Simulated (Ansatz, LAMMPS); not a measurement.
# Forces and charges in glassy 68SiO2-14MgO-11ZnO-7BaO (mol %) (75 atoms)

What does DFT give for glassy 68SiO2-14MgO-11ZnO-7BaO (mol %) (75 atoms) as built?

Method: Kohn-Sham DFT, LDA, PAW (set soft_2), plane waves, in Ansatz 0.2.0.

## 1. Starting point

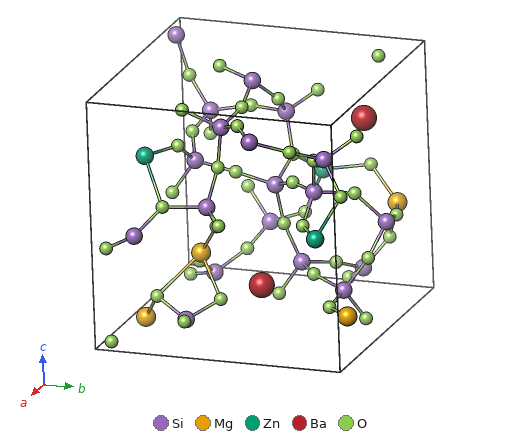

Start, viewed slightly off an axis; silicon purple, magnesium orange, zinc teal, barium red, oxygen green. Bonds to atoms that aren't drawn are left out.

The cell holds 75 atoms: 19 Si, 4 Mg, 3 Zn, 2 Ba and 47 O. Cell: a = 10.108 Å, b = 10.108 Å, c = 10.108 Å, α = 90.0°, β = 90.0°, γ = 90.0°. 75 atoms (19 Si, 4 Mg, 3 Zn, 2 Ba, 47 O) placed at random at 2.98 g/cm³, melted at 4000 K for 10 ps at fixed volume with the Morse and Coulomb pair potential with partial charges (Pedone, Malavasi, Menziani, Cormack and Segre, J. Phys. Chem. B 110, 11780 (2006)). Quenched from 4000 K to 300 K at 25 K/ps and fixed volume, held 5 ps, then minimised at fixed cell.

What the set-up can't give: The quench rate of 25 K/ps far exceeds what a furnace or splat quench reaches, so expect more defects and frozen-in strain than in a real sample. The starting topology of bonds comes from the classical model, and needn't be the one that DFT or experiment would give. The Brillouin zone is sampled at Γ only, in a cell whose shortest periodic width is 10 Å. No spin–orbit coupling is included, so levels derived from the heavy atoms are approximate.

## 2. How the cell was made

A classical potential supplies the starting structure, since it reaches far longer times than DFT.

This step: classical MD, Morse and Coulomb pair potential with partial charges (Pedone, Malavasi, Menziani, Cormack and Segre, J. Phys. Chem. B 110, 11780 (2006)) (LAMMPS 22 Jul 2025 - Update 4).

in.lmp reads:

```
# melt-quench of Si19Mg4Zn3Ba2O47
units metal
atom_style charge
boundary p p p
region box block 0 10.1084 0 10.1084 0 10.1084
create_box 5 box
mass 1 28.0850   # Si
mass 2 24.3050   # Mg
mass 3 65.3800   # Zn
mass 4 137.3270   # Ba
mass 5 15.9990   # O
create_atoms 1 random 19 432044 NULL overlap 1.5 maxtry 2000
create_atoms 2 random 4 432051 NULL overlap 1.5 maxtry 2000
create_atoms 3 random 3 432058 NULL overlap 1.5 maxtry 2000
create_atoms 4 random 2 432065 NULL overlap 1.5 maxtry 2000
create_atoms 5 random 47 432072 NULL overlap 1.5 maxtry 2000
pair_style hybrid/overlay pedone 5.5 coul/long 8.0
pair_coeff * * coul/long
pair_coeff 1 5 pedone 0.340554 2.006700 2.100000 1   # Si-O
pair_coeff 2 5 pedone 0.038908 2.281000 2.586153 5   # Mg-O
pair_coeff 3 5 pedone 0.001221 3.150679 2.851850 1   # Zn-O
pair_coeff 4 5 pedone 0.065011 1.547596 3.393410 5   # Ba-O
pair_coeff 5 5 pedone 0.042395 1.379316 3.618701 22   # O-O
set type 1 charge 2.4
set type 2 charge 1.2
set type 3 charge 1.2
set type 4 charge 1.2
set type 5 charge -1.2
kspace_style pppm 1.0e-4
neigh_modify delay 0 every 1 check yes
thermo_style custom step time temp pe press density
thermo_modify norm yes
timestep 0.002
thermo 100
# [... 18 lines left out ...]
thermo 1250
fix md all nvt temp 300 300 0.2
run 2500 post no
unfix md
thermo 100
min_style cg
minimize 0 1e-3 2000 20000
write_dump all custom glass.dump id type xs ys zs modify sort id
```

Command:

```
lmp -in in.lmp -log none -nocite
```

The log of the run:

```text
LAMMPS (22 Jul 2025 - Update 4)
Created orthogonal box = (0 0 0) to (10.1084 10.1084 10.1084)
Created 19 atoms
Created 4 atoms
Created 3 atoms
Created 2 atoms
Created 47 atoms
PPPM initialization ...
  G vector (1/distance) = 0.38925777
  grid = 12 12 12
  estimated relative force accuracy = 4.192742e-05
   Step          Time           Temp          PotEng         Press         Density
         0   0              0             -1.1226083      696802.24      2.9799818
        88   0.176          0             -15.191325     -20078.406      2.9799818
Loop time of 0.0440458 s on 1 MPI rank(s) for 88 steps with 75 atoms
Minimization stats:
  Stopping criterion = energy tolerance
  Energy initial, next-to-last, final =
     -1.12260830478612  -15.1898446745125  -15.1913247292991
  Force two-norm initial, final = 280.11719 1.9341732
  Iterations, force evaluations = 88 118
   Step          Time           Temp          PotEng         Press         Density
[... 12 lines left out ...]
[... 1 line left out ...]
Loop time of 1.59658 s on 1 MPI rank(s) for 5000 steps with 75 atoms
   Step          Time           Temp          PotEng         Press         Density
[... 12 lines left out ...]
Loop time of 22.6963 s on 1 MPI rank(s) for 74000 steps with 75 atoms
   Step          Time           Temp          PotEng         Press         Density
[... 1 line left out ...]
     81250   162.5          309.75517     -15.347019      4321.0134      2.9799818
     82500   165            301.37373     -15.350626     -10973.39       2.9799818
Loop time of 0.704758 s on 1 MPI rank(s) for 2500 steps with 75 atoms
   Step          Time           Temp          PotEng         Press         Density
     82500   165            301.37373     -15.350626     -10973.39       2.9799818
     82515   165.03         301.37373     -15.386557     -12913.667      2.9799818
Loop time of 0.0218268 s on 1 MPI rank(s) for 15 steps with 75 atoms
Minimization stats:
  Stopping criterion = linesearch alpha is zero
  Energy initial, next-to-last, final =
     -15.3506257608417   -15.386557415555   -15.386557415555
  Force two-norm initial, final = 10.913556 0.45299233
  Iterations, force evaluations = 15 63
```

It took 25 s on 1 thread of Arm Neoverse V2, shared host; peak memory 0.077 GiB.

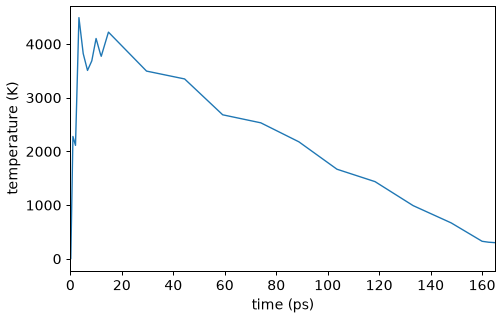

Temperature against time.

## 3. Plane-wave single point

The electrons are solved once, with the atoms held.

input.yaml reads:

```yaml
crystal:
  lattice:
    - [10.1084, 0.0, 0.0]
    - [0.0, 10.1084, 0.0]
    - [0.0, 0.0, 10.1084]
  atoms:
    - { symbol: Si, position: [0.10456, 0.02386, 0.96808] }
    - { symbol: Si, position: [0.44365, 0.21731, 0.59444] }
    - { symbol: Si, position: [0.36736, 0.51189, 0.49755] }
    - { symbol: Si, position: [0.15202, 0.17198, 0.69274] }
    - { symbol: Si, position: [0.10152, 0.75523, 0.0931] }
    - { symbol: Si, position: [0.92919, 0.63472, 0.87292] }
    - { symbol: Si, position: [0.78195, 0.29002, 0.07305] }
    - { symbol: Si, position: [0.16217, 0.4862, 0.72181] }
    - { symbol: Si, position: [0.95206, 0.15653, 0.45629] }
    - { symbol: Si, position: [0.7539, 0.8675, 0.76465] }
    - { symbol: Si, position: [0.39827, 0.44586, 0.92365] }
    - { symbol: Si, position: [0.77342, 0.3879, 0.53317] }
    - { symbol: Si, position: [0.42383, 0.98436, 0.41103] }
    - { symbol: Si, position: [0.36448, 0.60798, 0.19333] }
    - { symbol: Si, position: [0.55454, 0.85069, 0.16641] }
    - { symbol: Si, position: [0.04773, 0.35943, 0.22471] }
    - { symbol: Si, position: [0.69756, 0.42834, 0.83483] }
    - { symbol: Si, position: [0.56764, 0.74839, 0.55944] }
    - { symbol: Si, position: [0.30169, 0.22493, 0.09374] }
    - { symbol: Mg, position: [0.09418, 0.90183, 0.36954] }
    - { symbol: Mg, position: [0.61766, 0.06086, 0.00589] }
    - { symbol: Mg, position: [0.86047, 0.98333, 0.17718] }
    - { symbol: Mg, position: [0.58085, 0.28192, 0.27397] }
    - { symbol: Zn, position: [0.04703, 0.58438, 0.4574] }
    - { symbol: Zn, position: [0.73822, 0.12815, 0.70544] }
    - { symbol: Zn, position: [0.85004, 0.85836, 0.47471] }
    - { symbol: Ba, position: [0.79074, 0.60899, 0.24524] }
    - { symbol: Ba, position: [0.36937, 0.88642, 0.80341] }
    - { symbol: O, position: [0.00535, 0.65509, 0.0127] }
    - { symbol: O, position: [0.86541, 0.77252, 0.82286] }
    - { symbol: O, position: [0.49182, 0.91297, 0.0362] }
    - { symbol: O, position: [0.12883, 0.32975, 0.72071] }
    - { symbol: O, position: [0.73094, 0.15437, 0.13799] }
    - { symbol: O, position: [0.72052, 0.4185, 0.67944] }
    - { symbol: O, position: [0.55941, 0.19423, 0.69181] }
    - { symbol: O, position: [0.21555, 0.52941, 0.57121] }
    - { symbol: O, position: [0.23508, 0.69709, 0.15608] }
    - { symbol: O, position: [0.66841, 0.38322, 0.41953] }
    - { symbol: O, position: [0.18491, 0.31516, 0.15881] }
    - { symbol: O, position: [0.68802, 0.74531, 0.46287] }
    - { symbol: O, position: [0.96803, 0.05427, 0.02573] }
    - { symbol: O, position: [0.5451, 0.45673, 0.86689] }
    - { symbol: O, position: [0.62795, 0.77515, 0.70904] }
    - { symbol: O, position: [0.47086, 0.87736, 0.5326] }
    - { symbol: O, position: [0.67758, 0.39413, 0.12948] }
    - { symbol: O, position: [0.83233, 0.22944, 0.54009] }
    - { symbol: O, position: [0.89309, 0.48068, 0.50675] }
    - { symbol: O, position: [0.46718, 0.12804, 0.46464] }
    - { symbol: O, position: [0.49203, 0.70558, 0.19661] }
    - { symbol: O, position: [0.91305, 0.02459, 0.38061] }
    - { symbol: O, position: [0.7515, 0.29258, 0.91181] }
    - { symbol: O, position: [0.30749, 0.15609, 0.66041] }
    - { symbol: O, position: [0.38333, 0.51794, 0.06425] }
    - { symbol: O, position: [0.92574, 0.33954, 0.11879] }
    - { symbol: O, position: [0.14041, 0.86477, 0.97458] }
    - { symbol: O, position: [0.05152, 0.50447, 0.27851] }
    - { symbol: O, position: [0.51175, 0.93889, 0.29026] }
    - { symbol: O, position: [0.22382, 0.09445, 0.04795] }
    - { symbol: O, position: [0.27311, 0.96684, 0.38637] }
    - { symbol: O, position: [0.4678, 0.62335, 0.55241] }
    - { symbol: O, position: [0.40552, 0.36666, 0.54898] }
    - { symbol: O, position: [0.29041, 0.50612, 0.81829] }
    - { symbol: O, position: [0.06488, 0.13382, 0.56668] }
    - { symbol: O, position: [0.00891, 0.25763, 0.34568] }
    - { symbol: O, position: [0.04105, 0.57097, 0.77588] }
    - { symbol: O, position: [0.01784, 0.76847, 0.48425] }
    - { symbol: O, position: [0.7102, 0.8518, 0.15075] }
    - { symbol: O, position: [0.80069, 0.9504, 0.63747] }
    - { symbol: O, position: [0.0209, 0.83547, 0.19778] }
    - { symbol: O, position: [0.80352, 0.53755, 0.88685] }
    - { symbol: O, position: [0.35605, 0.53695, 0.33933] }
    - { symbol: O, position: [0.12008, 0.07827, 0.81634] }
    - { symbol: O, position: [0.42612, 0.21329, 0.18126] }
    - { symbol: O, position: [0.3526, 0.29639, 0.95399] }
    - { symbol: O, position: [0.70053, 0.98498, 0.85136] }
kpoints:
  mp_grid: { grid: [1, 1, 1] }
hamiltonian:
  xc: lda
scf:
  occupations: { method: fermi_dirac, width: 0.025 }
output:
  forces: true
  stress: true
  populations: true
  dos:
    method: { smearing: { sigma: 0.08 } }
    de: 0.1
    projected: { site_lists: { Ba: [Ba], Mg: [Mg], O: [O], Si: [Si], Zn: [Zn] } }
  eigenvalues: true
  write_density: true
  write_potential: true
  volumetric_format: npy
```

Command:

```
ansatz run input.yaml --threads 8 --pin off --max-ram 15872MiB --backend cpu --events-out ev --progress --plain --runs-dir out
```

The log of the run:

```text
Engine: ansatz 0.2.0, aarch64-unknown-linux-gnu
Pseudopotentials: kind: paw
Pseudopotential: Si, paw, valence charge 4, recommended cutoff 420 eV (normal), Si.paw.azcp
Pseudopotential: Mg, paw, valence charge 10, recommended cutoff 420 eV (normal), Mg.paw.azcp
Pseudopotential: Zn, paw, valence charge 12, recommended cutoff 420 eV (normal), Zn.paw.azcp
Pseudopotential: Ba, paw, valence charge 10, recommended cutoff 420 eV (normal), Ba.paw.azcp
Pseudopotential: O, paw, valence charge 6, recommended cutoff 420 eV (normal), O.paw.azcp
[... 3 lines on functional and potentials left out ...]
Crystal: 75 atoms, lattice volume = 1032.874 Å³
Basis set: ecut = 420 eV, 20197 PW (Γ)
Bands: 302, of which v1, the nominal top of the filled ones, is band 227 counted from 1 (226 counted from 0)
Symmetry: 1 space group operations
Space group: P1 (ITA 1), of the structure as read, at distance tolerance 1.0e-4 Å
k-points: 1
[... 16 lines on functional and potentials left out ...]
Initial density: superposition of atomic densities (neutral atoms: chi_scale 0, normalization atom), corrected by the library's trained network
Initial wavefunctions: pseudopotential atomic-orbital guess
Functional: x = slater, c = lda
SCF iter   1: F=—  HF=-66646.305951 eV  |F-HF|=—  |Δ(HF+E_count)|=         —  Δρ=1.37e-2  dr2=1.76e0  ethr=1.77e-3  ⟨swp⟩=6.0  Hψ=1403  notcnv=0  defer=58
preconditioner: auto → Resta (q_TF=auto, 2.379 Å⁻¹)  ε∞=3.6  [insulator: Δε(μ)=2.933 eV  Ē_g=14.772 eV  σ=0.025 eV  W_gap=1.00  n_scr=250 (ndim 8)  ℏωp=23.6 eV  f_vac=0.141  D(μ)=0.00/eV (n_scr^D=0)  ε∞_Penn≈3.6]
SCF iter   2: F=—  HF=-66645.805018 eV  |F-HF|=—  |Δ(HF+E_count)|=   5.01e-1  Δρ=3.75e-3  dr2=6.21e-2  ethr=3.89e-4  ⟨swp⟩=2.0  Hψ=522  notcnv=0  defer=67
SCF iter   3: F=—  HF=-66645.787500 eV  |F-HF|=—  |Δ(HF+E_count)|=   1.75e-2  Δρ=1.68e-3  dr2=2.10e-2  ethr=1.37e-5  ⟨swp⟩=2.0  Hψ=454  notcnv=0  defer=67
SCF iter   4: F=—  HF=-66645.782306 eV  |F-HF|=—  |Δ(HF+E_count)|=   5.19e-3  Δρ=7.41e-4  dr2=5.02e-3  ethr=4.62e-6  ⟨swp⟩=2.0  Hψ=401  notcnv=0  defer=67
SCF iter   5: F=—  HF=-66645.781297 eV  |F-HF|=—  |Δ(HF+E_count)|=   1.01e-3  Δρ=1.75e-4  dr2=3.70e-4  ethr=1.11e-6  ⟨swp⟩=2.0  Hψ=401  notcnv=0  defer=67
SCF iter   6: F=—  HF=-66645.781354 eV  |F-HF|=—  |Δ(HF+E_count)|=   5.69e-5  Δρ=1.19e-4  dr2=1.41e-4  ethr=8.16e-8  ⟨swp⟩=2.0  Hψ=398  notcnv=0  defer=67
SCF iter   7: F=—  HF=-66645.781348 eV  |F-HF|=—  |Δ(HF+E_count)|=   5.61e-6  Δρ=2.95e-5  dr2=1.10e-5  ethr=3.11e-8  ⟨swp⟩=2.0  Hψ=407  notcnv=0  defer=67
SCF iter   8: F=—  HF=-66645.782701 eV  |F-HF|=—  |Δ(HF+E_count)|=   1.35e-3  Δρ=1.25e-5  dr2=1.51e-6  ethr=2.42e-9  ⟨swp⟩=2.0  Hψ=468  notcnv=0  defer=67
SCF iter   9: F=—  HF=-66645.782702 eV  |F-HF|=—  |Δ(HF+E_count)|=   2.33e-7  Δρ=5.50e-6  dr2=3.32e-7  ethr=3.33e-10  ⟨swp⟩=2.0  Hψ=419  notcnv=0  defer=67
SCF iter  10: F=-66645.782702 eV  HF=-66645.782702 eV  |F-HF|=1.57e-8  |Δ(HF+E_count)|=   1.04e-7  Δρ=2.55e-6  dr2=6.91e-8  ethr=2.20e-11  ⟨swp⟩=22.0  Hψ=2957  notcnv=0
SCF 1 converged in 10 iterations: F = -66645.782702 eV  dr2 = 6.91e-8
  greatest PAW one-centre occupation: 1.000 electrons in one spin orbital (limit 2), on the Mg atom at site 19 (counted from 0), in its partial waves of l = 1
SCF converged after 10 iterations
Free energy (F): -66645.782702 eV
Harris-Foulkes:  -66645.782702 eV  (|F-HF|=1.57e-8)
Internal energy: -66645.782702 eV  (E = F + TS)
E sigma→0 (E₀):  -66645.782702 eV
Fermi energy:    5.322039 eV
--- Per-component energies (eV) ---
  E_band       = -3021.324341
  E_kinetic    = 10208.090841
  E_local      = -39034.997802  (includes V_loc(G=0)·N_el)
  E_nonlocal   = 5205.008405
  E_hartree    = 14866.874235
  E_xc         = -5320.394322
  E_vxc        = -5882.737972  (∫ρ·V_xc dr)
  E_paw        = -32684.318297  (= ΣΔE_a)
  E_vpaw       = -3250.577995  (= ΣTr[D̂ρ^β])
  E_aug_tail   = 0.121506  (compensation charges beyond the density's cutoff)
  E_ewald      = -19898.163234
  E_core_change = 11.995966  (= ΣΔE_core)
  E_smearing   = -0.000000  (= −TS)
  E_closure    = 0.000000  (closes the sum)
  Σ components = -66645.782702   (vs F -66645.782702, Δ=0.00e0)
--- Forces (eV/Å), atoms counted from 1 ---
  atom   1  Si     0.39427805     0.45086340     0.74874222
  atom   2  Si    -1.00925785    -0.23926936    -0.37847902
  atom   3  Si    -0.09656492     0.15357059     0.54670209
  atom   4  Si     0.34474773     1.49804071    -0.11803895
  atom   5  Si     0.37458923     0.94764190    -1.02489747
  atom   6  Si    -0.25732559    -0.11511210    -0.21995290
  atom   7  Si    -0.33531957     1.42633472     0.72856278
  atom   8  Si     1.10813642    -1.48461534     0.42824853
  atom   9  Si     0.37864763     2.68471025    -0.08047619
  atom  10  Si    -0.67022660    -0.72324897    -1.57301949
  atom  11  Si    -1.07286414    -0.95199604     0.51240355
  atom  12  Si     0.85312216    -0.45578485    -0.70252260
  atom  13  Si    -0.54824239    -1.55303306     0.83237697
  atom  14  Si    -0.15055398     0.98882785    -0.42519924
[...]
atom  74  O     -0.08441461    -0.34606098    -0.34834104
  atom  75  O     -0.80890221     1.47143068     1.41047096
  max |Σ_I F_I| component: 8.16e-5 eV/Å
--- Stress (GPa, compression-positive) ---
       -4.071801      -0.696120      -0.810858
       -0.696120      -3.081936       1.017440
       -0.810858       1.017440      -3.409390
  P = ⅓ Tr σ = -3.5210 GPa (-35.210 kbar)
--- Band table (eV) ---
  k-point 0: bands = ["-69.6031", "-68.8519", "-68.8464", "-68.3991", [... 286 levels ...], "12.8053", "12.8522", "12.8821", "12.9871", "13.0200", "13.0778", "13.1219", "13.1822", "13.2073", "13.2503", "13.2726", "13.3067"]
--- Löwdin populations: 75 sites ---
  site symbol       q [e]
     0     Si      2.3514
     1     Si      2.3106
     2     Si      2.2633
[...]
74      O      7.0145
  spilling = 0.012566 (of n_electrons = 454.000000)
```

Elapsed: 6.9 s, on 8 threads of Arm Neoverse V2, shared host; peak memory 1.2 GiB.

The run gave:

```yaml
free_energy: -66645.7827 eV
free_energy_per_atom: -888.6104 eV/atom
scf_cycles: 10
pressure: -3.521 GPa
r_m_s_force_component: 0.7695 eV/Å
longest_force: 2.712 eV/Å
fermi_energy: 5.322 eV
spacing_of_highest_filled_and_lowest_empty_level: 3.076 eV
spilling_of_the_projection: 0.01257
```

Length of the force by element:

| element | coordination | atoms | mean length of the force (eV/Å) | spread | least | most |
| --- | --- | --- | --- | --- | --- | --- |
| Ba | all | 2 | 0.811 | 0.0645 | 0.747 | 0.876 |
| Mg | all | 4 | 0.753 | 0.143 | 0.515 | 0.869 |
| O | all | 47 | 1.19 | 0.595 | 0.312 | 2.43 |
| Si | all | 19 | 1.40 | 0.512 | 0.358 | 2.71 |
| Zn | all | 3 | 1.20 | 0.169 | 1.08 | 1.44 |

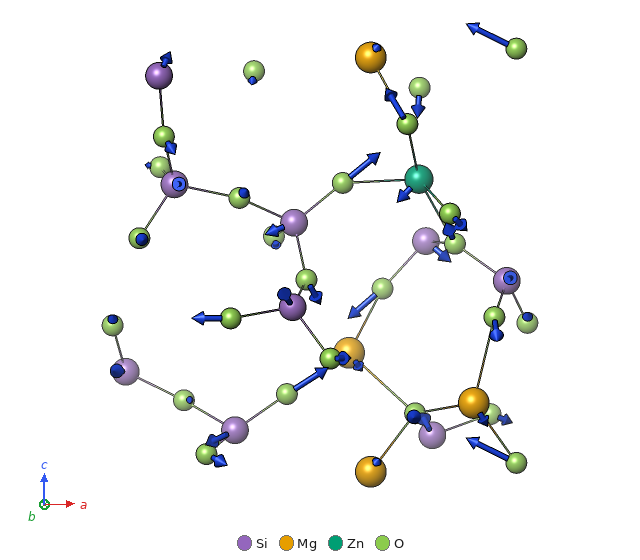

Forces as arrows; the longest in the cell is 2.71 eV/Å. Drawn is a slice 5 Å thick, seen along the normal of the ac plane. Bonds to atoms that aren't drawn are left out.

Löwdin charges by element (they lack the spilled electrons, 0.076 e an atom on average):

| element | coordination | atoms | mean charge (e) | spread | least | most |
| --- | --- | --- | --- | --- | --- | --- |
| Ba | all | 2 | 1.83 | 0.0267 | 1.81 | 1.86 |
| Mg | all | 4 | 1.61 | 0.013 | 1.59 | 1.63 |
| O | all | 47 | -0.871 | 0.119 | -1.26 | -0.750 |
| Si | all | 19 | 1.69 | 0.0445 | 1.61 | 1.75 |
| Zn | all | 3 | 1.47 | 0.0174 | 1.45 | 1.49 |

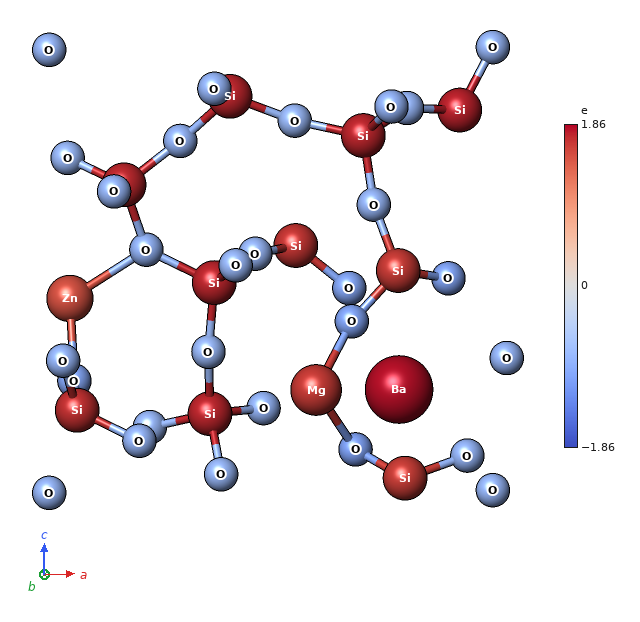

Atoms coloured by Löwdin charge. Drawn is a slice 5 Å thick, seen along the normal of the ac plane. Bonds to atoms that aren't drawn are left out.

(Part 1 of 2 ends here.)

[Logs are printed without paths, hosts, clocks, repeated set-up lines and the standing remarks that a program may print on its own settings, such as how far it seeks lower states.]

[Hosts, paths, dates, database ids (printed as entryN), source tags and the programs' standing remarks are cut or masked in the printed files.]
